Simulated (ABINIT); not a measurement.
BAs (F-43m): least direct gap against volume

The cell of BAs (F-43m) is scaled evenly and the response computed anew at each volume, on one mesh.

Cell: a, b, c = 3.378, 3.378, 3.378 Å (primitive vectors), 2 atoms.

Method: ABINIT 10.8.3, LDA, independent particles, k-mesh 12×12×12, Lorentzian half width 0.04 eV.

Launch of the response step: `optic optic.abi`. The series took 3.2 min in all, its band step included, on 4 threads of Intel(R) Xeon(R) Processor @ 2.70GHz (shared host).

| V/V₀ | V (Å³, primitive cell) | least direct gap (eV) |
| --- | --- | --- |
| 0.94 | 25.62 | 3.3478 |
| 0.97 | 26.43 | 3.3046 |
| 1.00 | 27.25 | 3.2645 |
| 1.03 | 28.07 | ? |
| 1.06 | 28.89 | 3.1912 |

For small changes the quantity should be close to linear in ln V.

Working, on the rows shown:

| x = ln(V/V₀) | y = least direct gap |
| --- | --- |
| -0.0618754 | 3.3478 |
| -0.0304592 | 3.3046 |
| 0 | 3.2645 |
| 0.0582689 | 3.1912 |

Means: x̄ = -0.0085164, ȳ = 3.277. Σ(x − x̄)(y − ȳ) = -0.01022, Σ(x − x̄)² = 0.007861. Slope = -0.01022 / 0.007861 = -1.3; intercept = ȳ − slope · x̄ = 3.266. The line misses the rows shown by at most 0.0015 eV.

Question: Predict the last column of the withheld row from the fit.

Answer: At x = 0.029559 the line gives y = 3.2275 eV. The run gave 3.2268 eV, so the interpolation is off by 0.00073 eV, 0.5 % of the range in the table.

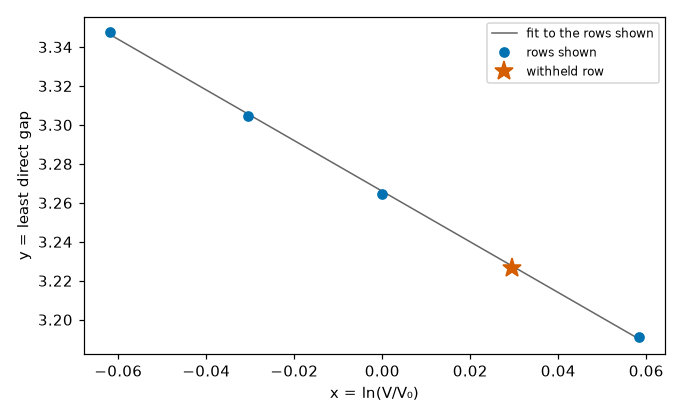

Between the rows on either side of x = 0 the slope is (3.2268 − 3.3046) / (0.029559 − (-0.030459)) = -1.296. That is a volume deformation potential of -1.3 eV: the least direct gap on this mesh widens by 13 meV for each per cent of compression. LDA gaps are as a rule too small. Spin-orbit coupling is left out.
